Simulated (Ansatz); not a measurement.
**A series of single points on SnO2**

System: SnO2 (6 atoms in the cell).
Method: DFT PBE+D3(BJ), scalar-relativistic, plane waves, PAW, PAW set soft_1, no spin polarisation (Ansatz 0.2.0).

The 6 runs differ only in the geometry, by a shift of atoms along one path in a fixed cell. The shift s is measured from run 4: Sn2 moves along the Cartesian direction (−0.03, −0.02, −1.00), and Sn1, O3, O4, O5 and O6 with it in fixed proportion. The structure derives from a Materials Project entry.

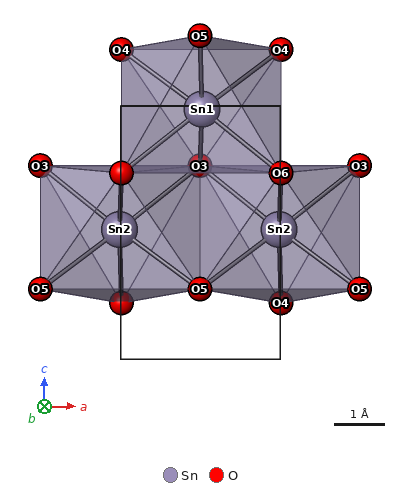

Figure 1. The structure of run 4 (polyhedral view of the cell of the calculation, along the b axis; polyhedra are completed across the faces of the cell; atoms are numbered from 1 in the order of the input). An atom can appear more than once, as a periodic image.

**Input of run 4**
```yaml
crystal:
  lattice:
    - [1.618626461, -2.8035432689, 0.0]
    - [1.618626461, 0.934514423, 4.291825746]
    - [-4.855879383, -2.8035432689, 0.0]
  atoms:
    - { symbol: Sn, position: [0.5084021856, 0.4590178198, -0.0125429783] }
    - { symbol: Sn, position: [-0.0084021856, 0.5409821802, 0.5125429783] }
    - { symbol: O, position: [0.4960150187, 0.7460447061, 0.7646400351] }
    - { symbol: O, position: [1.0039849813, 0.7155554097, 0.2225600035] }
    - { symbol: O, position: [0.4960150187, 0.2844445903, 0.2774399965] }
    - { symbol: O, position: [1.0039849813, 0.2539552939, 0.7353599649] }
basis:
  ecutwfc: 520.0
kpoints:
  mp_grid: { grid: [8, 6, 6] }
hamiltonian:
  xc: pbe
  pseudopotentials: { kind: paw, azcp: { folder: soft_1 } }
  dispersion: d3bj
scf:
  occupations: { method: gaussian, width: 0.05 }
output:
  forces: true
  stress: true
  eigenvalues: true
```

Command:
```bash
ansatz run input.yaml --threads 2 --pin off --max-ram 4096MiB --backend cpu --events-out ev --progress --plain --runs-dir out
```

Lattice vectors (Å) and fractional positions of run 4:
```
   1.618626   -2.803543    0.000000
   1.618626    0.934514    4.291826
  -4.855879   -2.803543    0.000000
Sn  0.508402  0.459018 -0.012543
Sn -0.008402  0.540982  0.512543
O   0.496015  0.746045  0.764640
O   1.003985  0.715555  0.222560
O   0.496015  0.284445  0.277440
O   1.003985  0.253955  0.735360
```

Run 5 differs from it as follows:
```diff
-    - { symbol: Sn, position: [0.5084021856, 0.4590178198, -0.0125429783] }
-    - { symbol: Sn, position: [-0.0084021856, 0.5409821802, 0.5125429783] }
-    - { symbol: O, position: [0.4960150187, 0.7460447061, 0.7646400351] }
-    - { symbol: O, position: [1.0039849813, 0.7155554097, 0.2225600035] }
-    - { symbol: O, position: [0.4960150187, 0.2844445903, 0.2774399965] }
-    - { symbol: O, position: [1.0039849813, 0.2539552939, 0.7353599649] }
+    - { symbol: Sn, position: [0.5084021856, 0.4795089099, -0.0062714891] }
+    - { symbol: Sn, position: [-0.0084021856, 0.5204910901, 0.5062714891] }
+    - { symbol: O, position: [0.4960150187, 0.738422382, 0.7541200272] }
+    - { symbol: O, position: [1.0039849813, 0.7231777338, 0.2330800114] }
+    - { symbol: O, position: [0.4960150187, 0.2768222662, 0.2669199886] }
+    - { symbol: O, position: [1.0039849813, 0.261577618, 0.7458799728] }
```

**Results, with one run withheld**

```csv
run,shift s of Sn2 (Å),"free energy per atom, from the lowest run given (meV)",pressure (GPa),gap on the mesh (eV),force along the path (eV/Å)
1,−0.2640,81.82,−6.99,0.58,2.373
2,−0.1760,51.09,−4.85,0.85,1.825
3,−0.0880,28.09,−2.89,1.11,1.318
4,0.0000,12.25,−1.32,1.35,0.849
5,0.0880,?,?,?,?
6,0.1760,0.00,0.03,1.57,0.000
```

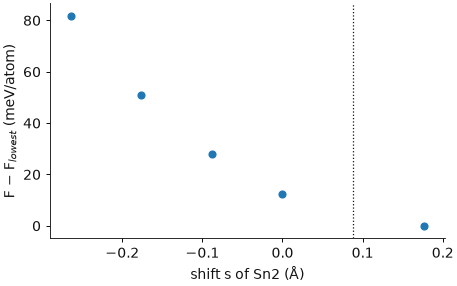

Figure 2. Free energy per atom of the runs given; the dotted line marks run 5.

Fit the runs given and predict run 5.

A cubic polynomial in the coordinate, fitted to the 5 runs given, misses them by at most 0.01 meV per atom. With x = s + 0.0704, it reads F = 24.36 − 203.48 x + 456.71 x² − 130.38 x³ (meV per atom). At run 5 it gives 3.07 meV per atom, and the run itself gives 3.02. The slope of the fit gives a force −dF/ds of 0.412 eV/Å along the path (summed over the atoms that move), and the printed forces give 0.414 eV/Å. The fit has no minimum inside this range. The gap on the mesh goes, without turning, from 0.58 eV in run 1 to 1.57 eV in run 6; run 5 has 1.51 eV. These are gaps of this functional on this mesh, which can miss the band edges; they aren't the measured gap.

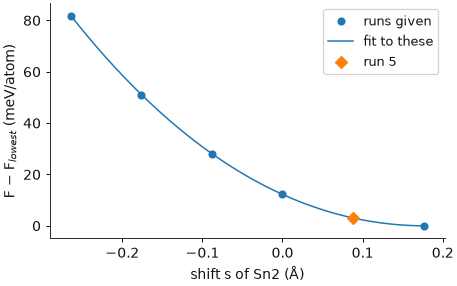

Figure 3. The fit and the withheld run.

**Output, shortened to warnings, some set-up lines, iterations and results (run 5)**
```
Basis set: ecut = 520 eV, 2079 PW (Γ), exchange–correlation on 50×72×90 points (8 copies of the dense FFT grid, shifted against one another)
Symmetry: 2 space group operations
k-points: 148 of 288
Initial density: superposition of atomic densities (chi_scale 0.1, normalization cell, long waves kept (reshape's long-wave potential 0.05 eV rms))
[...]
SCF iter   1: F=—  HF=-14319.048559 eV  |F-HF|=—  |Δ(HF+E_count)|=         —  Δρ=6.63e-2  dr2=2.80e0  ethr=3.10e-3  ⟨swp⟩=6.3  Hψ=22925  notcnv=0  defer=16
SCF iter   2: F=—  HF=-14318.467780 eV  |F-HF|=—  |Δ(HF+E_count)|=   5.81e-1  Δρ=3.35e-2  dr2=5.91e-1  ethr=3.10e-3  ⟨swp⟩=3.0  Hψ=10393  notcnv=0  defer=264
SCF iter   3: F=—  HF=-14318.387251 eV  |F-HF|=—  |Δ(HF+E_count)|=   8.05e-2  Δρ=1.06e-2  dr2=1.01e-1  ethr=1.14e-3  ⟨swp⟩=3.0  Hψ=8944  notcnv=0  defer=116
SCF iter   4: F=—  HF=-14318.379898 eV  |F-HF|=—  |Δ(HF+E_count)|=   7.35e-3  Δρ=2.63e-3  dr2=4.26e-3  ethr=1.94e-4  ⟨swp⟩=2.0  Hψ=6828  notcnv=0  defer=116
SCF iter   5: F=—  HF=-14318.384015 eV  |F-HF|=—  |Δ(HF+E_count)|=   4.12e-3  Δρ=1.03e-3  dr2=6.81e-4  ethr=8.19e-6  ⟨swp⟩=2.0  Hψ=6799  notcnv=0  defer=116
SCF iter   6: F=—  HF=-14318.384992 eV  |F-HF|=—  |Δ(HF+E_count)|=   9.77e-4  Δρ=9.34e-4  dr2=5.58e-4  ethr=1.31e-6  ⟨swp⟩=2.1  Hψ=6895  notcnv=0  defer=116
SCF iter   7: F=—  HF=-14318.384979 eV  |F-HF|=—  |Δ(HF+E_count)|=   1.33e-5  Δρ=1.21e-4  dr2=9.45e-6  ethr=1.07e-6  ⟨swp⟩=2.0  Hψ=6103  notcnv=0  defer=116
SCF iter   8: F=—  HF=-14318.385010 eV  |F-HF|=—  |Δ(HF+E_count)|=   3.16e-5  Δρ=2.79e-5  dr2=5.48e-7  ethr=1.82e-8  ⟨swp⟩=2.0  Hψ=7078  notcnv=0  defer=116
SCF iter   9: F=-14318.385011 eV  HF=-14318.385011 eV  |F-HF|=2.83e-8  |Δ(HF+E_count)|=   1.09e-6  Δρ=5.44e-6  dr2=1.84e-8  ethr=1.92e-10  ⟨swp⟩=11.4  Hψ=24458  notcnv=0
SCF 1 converged in 9 iterations: F = -14318.385011 eV  dr2 = 1.84e-8
SCF converged after 9 iterations
Free energy (F): -14318.385011 eV
Harris-Foulkes:  -14318.385011 eV  (|F-HF|=2.83e-8)
Internal energy: -14318.385011 eV  (E = F + TS)
E sigma→0 (E₀):  -14318.385011 eV
Fermi energy:    8.796940 eV
--- Per-component energies (eV) ---
  E_band       = -178.345311
  E_kinetic    = 1012.977714
  E_local      = -3570.727822  (includes V_loc(G=0)·N_el)
  E_nonlocal   = 499.956529
  E_hartree    = 1616.876144
  E_xc         = -535.931882
  E_vxc        = -523.858482  (∫ρ·V_xc dr)
  E_paw        = -9397.209666  (= ΣΔE_a)
  E_vpaw       = -830.446729  (= ΣTr[D̂ρ^β])
  E_aug_tail   = 0.000967  (compensation charges beyond the density's cutoff)
  E_ewald      = -3943.120632
  E_disp       = -1.206364  (pairwise vdW)
  E_smearing   = -0.000000  (= −TS)
  E_closure    = -0.000000  (closes the sum)
  Σ components = -14318.385011   (vs F -14318.385011, Δ=0.00e0)
--- Forces (eV/Å), atoms counted from 1 ---
  atom   1  Sn    -0.15516829     0.26552394     0.18541234
  atom   2  Sn     0.15516829    -0.26552394    -0.18541234
  atom   3  O      0.02421475    -0.00319048    -0.02131117
  atom   4  O     -0.02486090     0.01617039    -0.00773294
  atom   5  O      0.02486090    -0.01617039     0.00773294
  atom   6  O     -0.02421475     0.00319048     0.02131117
  max |Σ_I F_I| component: 0.00e0 eV/Å
--- Stress (GPa, compression-positive) ---
       -0.237379      -0.049688      -0.068143
       -0.049688      -0.261145      -0.059248
       -0.068143      -0.059247      -0.456345
  P = ⅓ Tr σ = -0.3183 GPa (-3.183 kbar)
```
